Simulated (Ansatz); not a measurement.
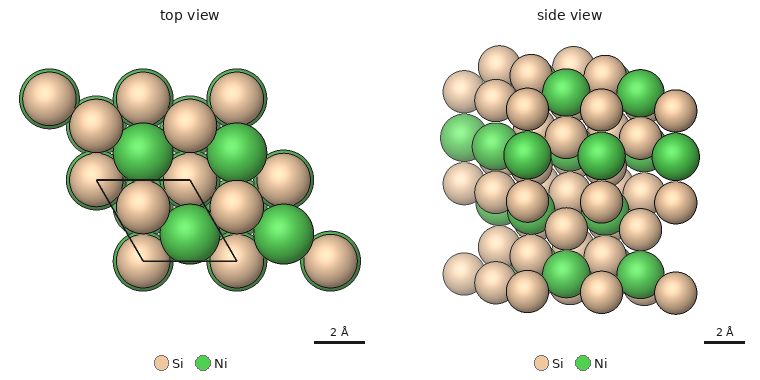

Si2Ni(111) (Fm-3m bulk, 12 atomic planes (those closer than 0.6 Å count as one), 11 Å, Si-terminated), seen from above and from the side.

The calculation used DFT PBE, scalar-relativistic, plane waves, PAW in Ansatz 0.2.0. Cutoff 420 eV, 15 × 15 k-points, Gaussian smearing 0.1 eV, dipole correction. The slab is a cut without reconstruction beyond its cell, at the source's lattice constants, with its lower half held fixed and the rest relaxed. No spin polarisation (the relaxation was started with spin and lost its moment; a magnetic state may still lie lower). The run warns that the functional's potential is rough in the thin density of the vacuum, where the tip is; weak contrasts and barriers may feel it.

Tersoff–Hamann simulation (s-wave tip); biases are sample biases. Bias windows are sharp sums over the levels of the k mesh.

```xyz
12
Lattice="3.8148 0.0000 0.0000 -1.9074 3.3037 0.0000 0.0000 0.0000 27.9018" Properties=species:S:1:pos:R:3 pbc="T T T"
Si    0.0000    0.0000    8.5000
Ni    1.9074    1.1012    9.2787
Si    0.0000    2.2025   10.0574
Si    1.9074    1.1012   11.6148
Ni    0.0000    2.2025   12.3935
Si    0.0000    0.0000   13.1722
Si    0.0000    2.2025   14.7413
Ni    0.0000    0.0000   15.5447
Si    1.9074    1.1012   16.3453
Si    0.0000    0.0000   17.9217
Ni    1.9074    1.1012   18.6645
Si    0.0000    2.2025   19.3764
```

The last single point took 58 s on 2 threads of Intel(R) Xeon(R) Platinum 8259CL CPU @ 2.50GHz (Skylake/Cascade Lake), on a shared host, peak memory 0.91 GiB.

Predict the constant-height image 5.0 Å above the topmost atom at −2.00 V.

Answer. The brightest spots lie over the top Si atoms; the darkest points are over the Si atoms 1.5 Å below the top plane. The brightest point carries 1.6 times the current of the darkest.

Predict the constant-height image 4.5 Å above the topmost atom at +1.50 V.

Answer. The brightest spots lie over the top Si atoms; the darkest points are over the Ni atoms 0.7 Å below the top plane. The brightest point carries 1.6 times the current of the darkest.

The computed images, with the atoms seen from above drawn over one corner (deeper ones smaller):

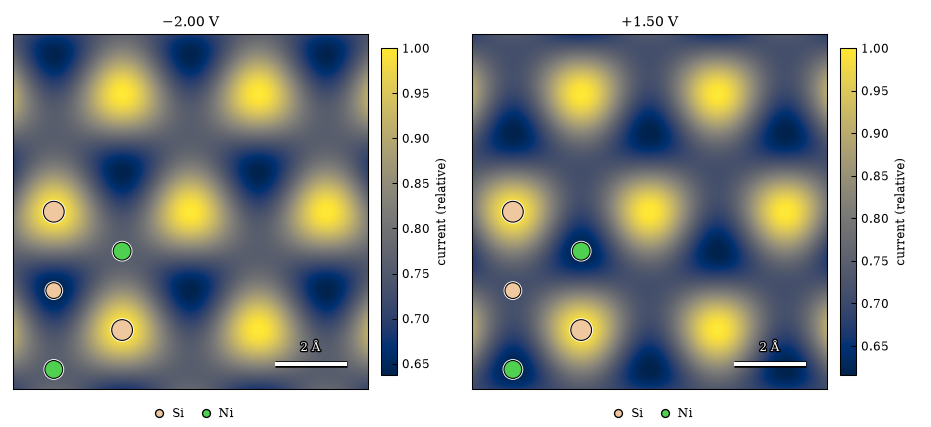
